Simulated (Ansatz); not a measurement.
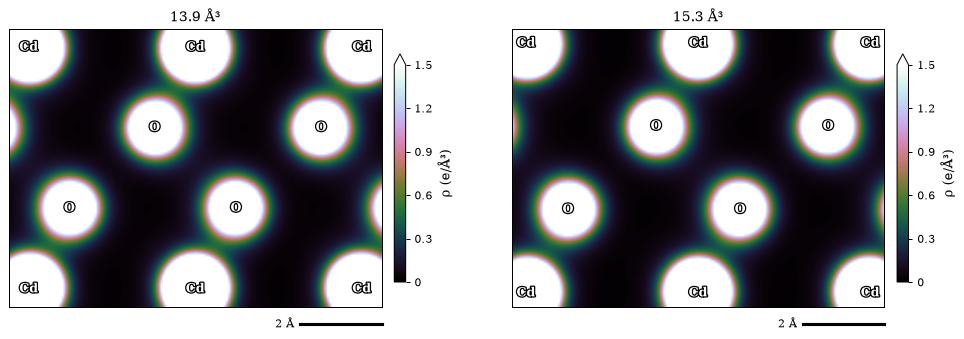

CdO$_{2}$. The valence electron density of cells scaled evenly to different volumes (given per atom above each panel), on the (110) plane of each (indices in the axes of the cell below), at one length scale and on one colour scale.

A structure from a database of computed crystals, not necessarily the ambient phase.

All numbers below come from Kohn-Sham DFT of a periodic cell, r2SCAN, Ansatz PAW (Ansatz 0.2.0).

In a PAW calculation such maps are meaningful between the atoms, not at the nuclei.

The largest cell:

```
Cd O
1.0
     3.54441    0.00000    0.00000
    -1.77220    3.06955    0.00000
     0.00000    0.00000    4.22943
Cd O
1 2
Cartesian
  0.0000 0.0000 0.0000
  0.0000 2.0464 1.0329
  1.7722 1.0232 3.1965
```

| volume (Å³/atom) | Cd–O contact in the plane (Å) | ρ at its midpoint (e/Å³) | pressure (GPa) | 
| --- | --- | --- | --- |
| 13.89 | 2.218 | 0.479 | −6.8 | 
| 14.47 | 2.248 | ? | ? | 
| 15.34 | 2.292 | 0.402 | −12.9 | 

Estimate the missing row, and compare with the calculation.

Answer. Over the known rows ln ρ falls by 2.37 per Å of Cd–O distance (the line through the two), which gives 0.446 e/Å³ at 2.248 Å; the calculation gives 0.445 e/Å³. For the pressure, a straight line in volume between the neighbouring rows gives −9.2 GPa; the calculation gives −9.8, lower because pressure rises ever faster on compression.
